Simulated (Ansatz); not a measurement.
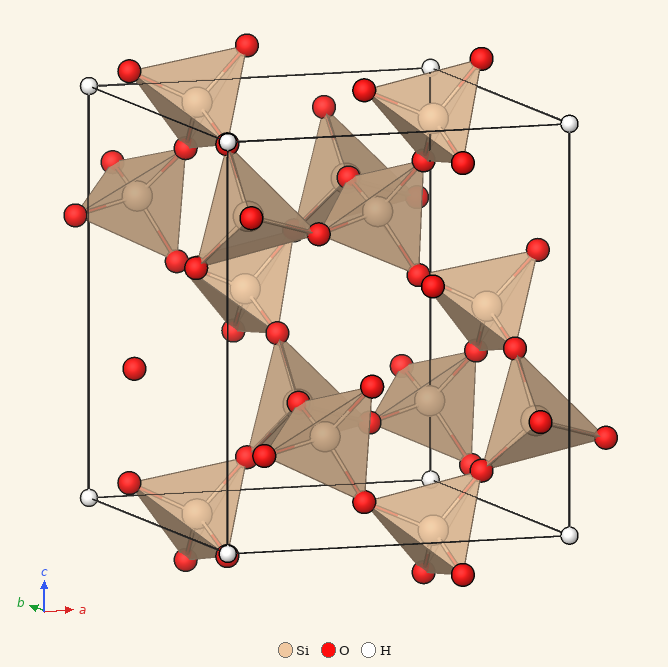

View slightly off an axis, drawn as a polyhedral model. The simulation cell is drawn as a box. Some atoms of the next cells are drawn as well. Cell: a = 7.454 Å, b = 7.454 Å, c = 8.695 Å, α = 90.00°, β = 90.00°, γ = 95.32°.

It has the composition Si₁₂HO₂₄. Symmetry: P1 (translations only). The cell holds 37 atoms (12 Si, 1 H, 24 O), Z = 1. The polyhedra are SiO4 tetrahedra; they share corners. About every Si there are four O in a tetrahedral arrangement at about 1.6 Å. The neighbours of O are two Si in a bent arrangement at about 1.6 Å. The bonds build a three-dimensional framework; H atoms get no bond from the drawing's distance rule.

The cell started as a structure listed in the Materials Project, repeated into a supercell with a point defect put in. The atoms were relaxed in a fixed cell with Ansatz, DFT PBE, scalar-relativistic, plane waves, PAW.
